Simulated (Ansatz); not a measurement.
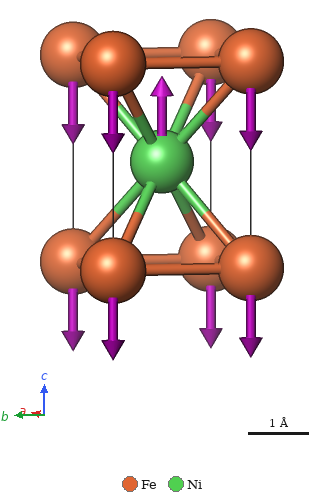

Lattice vibrations of a crystal of FeNi, space group P4/mmm (No. 123), at the zone centre. The optical levels lie at 216 (×2), 303 cm⁻¹. One mode is drawn. The purple arrows are the displacements of the atoms (eigenvector over the root of the mass), of arbitrary overall length and sign. The picture is a ball-and-stick view of the cell of the calculation, seen from a free direction.

These are results of DFT LDA, scalar-relativistic, plane waves, PAW (Ansatz), not measurements. (plane-wave cutoff 420 eV; k-point mesh 18 × 18 × 12; occupations gaussian; smearing width 0.2 eV; collinear spin)

The frequencies depend somewhat on the k-mesh and the smearing.

Which of these frequencies is the drawn mode's?

Answer. The level at 303 cm⁻¹. This is the A₂u mode, the highest optical level, infrared-active by symmetry. The Fe sublattice moves against the Ni sublattice, along c; the kinetic energy is shared as Fe 51 %, Ni 49 %. The crystal is a metal, so free carriers screen the infrared response.
